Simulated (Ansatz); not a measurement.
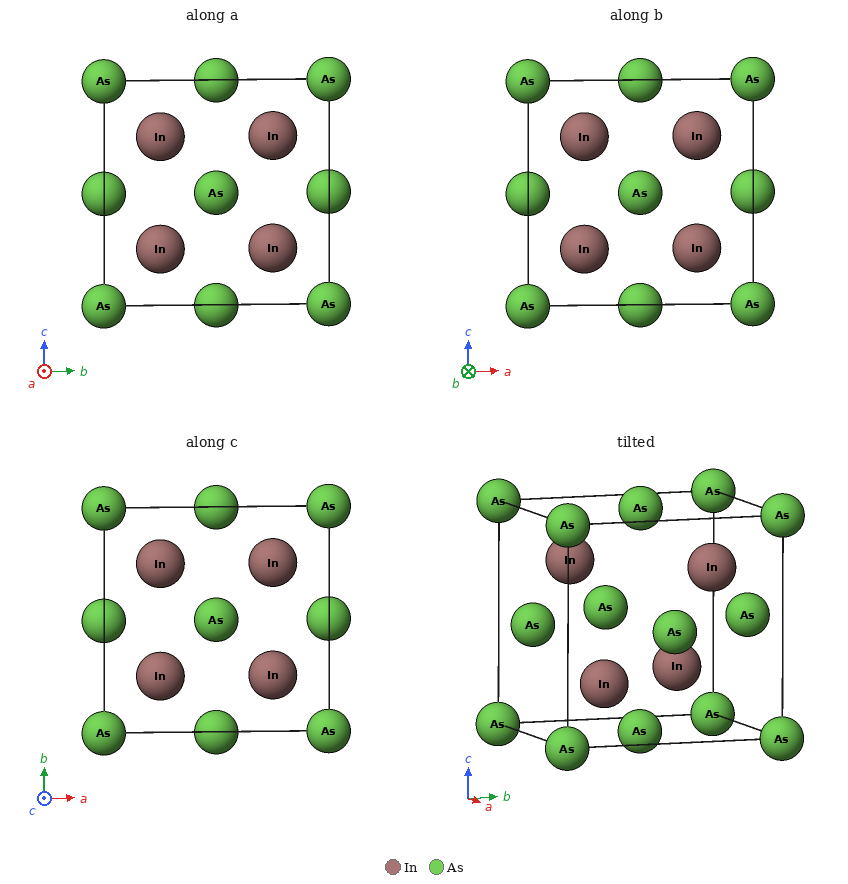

An orthographic spheres-only view of the structure, along the a axis, along the b axis, along the c axis and slightly off an axis. The frame is the drawn cell (a repeat of the simulation cell); atoms at its boundary are shown with their periodic copies.

Lattice parameters: a = 6.080 Å, b = 6.080 Å, c = 6.080 Å, α = 89.40°, β = 89.40°, γ = 89.40°. Put a along x and b in the xy plane.

Record the structure as a POSCAR file, with free fractional coordinates to two decimals.

```
In As
1.0
     6.080    0.000    0.000
     0.063    6.079    0.000
     0.063    0.063    6.079
In As
4 4
Direct
  0.75 0.25 0.25
  0.25 0.75 0.25
  0.25 0.25 0.75
  0.75 0.75 0.75
  0.00 0.50 0.50
  0.50 0.00 0.50
  0.50 0.50 0.00
  0.00 0.00 0.00
```

Origin of the cell: a structure type filled with these elements by a generator (whether the compound takes this form wasn't checked). The cell was then strained or its atoms displaced on purpose. It went into a calculation with Ansatz.
